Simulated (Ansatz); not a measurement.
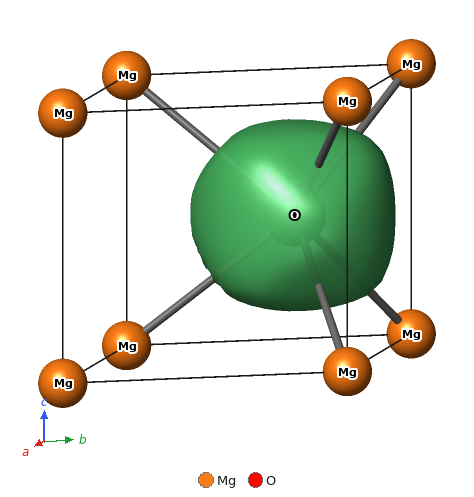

*MgO. Isosurface of the electron localisation function at 0.6 (green), seen slightly off an axis. Core shells and regions of very low density are left out. Sticks mark near contacts.*

Space group P-6m2; a structure from a database of computed crystals, not necessarily the ambient phase.

The calculation used Ansatz 0.2.0, Kohn-Sham DFT of a periodic cell, PBE0, Ansatz PAW.

Core electrons are frozen (PAW), and the valence fields are smoothed inside the atomic spheres.

```
Mg O
1.0
     2.89831    0.00000    0.00000
    -1.44916    2.51001    0.00000
     0.00000    0.00000    2.64346
Mg O
1 1
Cartesian
  0.0000 0.0000 0.0000
  0.0000 1.6734 1.3217
```

Question: Identify the bonds, lone pairs and shells in this picture.

Answer: The surface consists of one region wrapped around O (its valence shell), counted in one cell of 2 atoms. Any copies at cell faces, edges or corners count once. Along the contacts the grid gives the following. Mg–O (2.13 Å): the ELF peaks at about 0.85 in the valence shell of O, 0.6 Å from its nucleus, and is about 0.35 at the midpoint (a closed-shell, largely ionic contact).

Question: Does the calculation give a band gap?

Answer: It is gapped, with a Kohn–Sham gap of 5.7 eV on the k-point mesh, an upper bound to the gap of this method.
